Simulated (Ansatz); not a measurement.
The compound is MoS2 (space group R3m, No. 160), taken as coordinates from a relaxation with Ansatz, DFT PBE+D3(BJ), scalar-relativistic, plane waves, PAW.

```
CELL_PARAMETERS angstrom
3.15295 0.00000 0.00000
-1.57647 2.73053 0.00000
0.00000 0.00000 17.98960
ATOMIC_POSITIONS crystal
Mo 0.66667 0.33333 0.33332
S 0.00000 0.00000 0.24644
S 0.33333 0.66667 0.08694
Mo 0.33333 0.66667 0.66665
S 0.66667 0.33333 0.57977
S 0.00000 0.00000 0.42028
Mo 0.00000 0.00000 0.99998
S 0.33333 0.66667 0.91311
S 0.66667 0.33333 0.75361
```

Describe how the polyhedra about Mo are linked (bonds: Mo–S below 2.7 Å).

Mo: MoS6 trigonal prism, sharing edges with six neighbours.

They form layers of edge-sharing trigonal prisms parallel to (001).

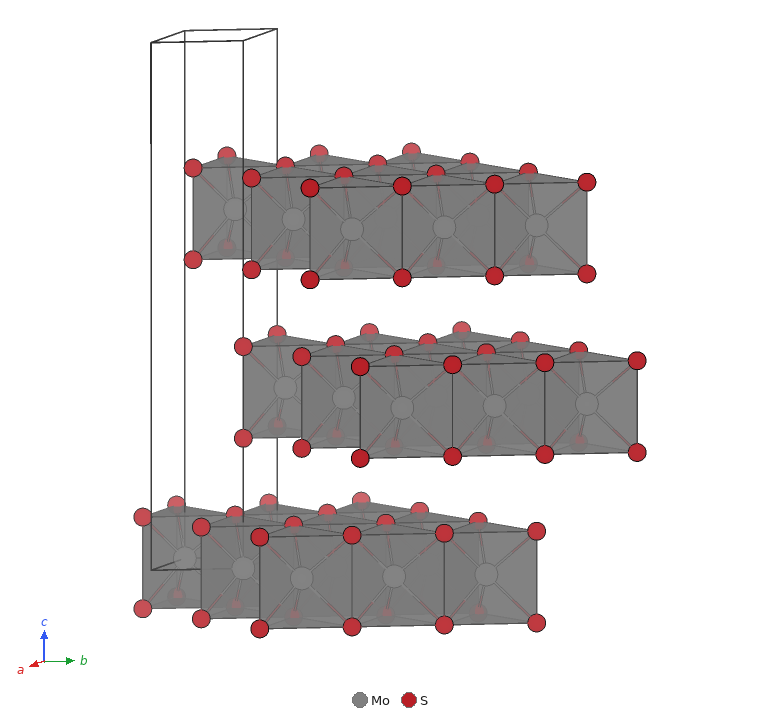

Polyhedra are drawn about Mo (bonds: Mo–S below 2.7 Å); other atoms are plain spheres.
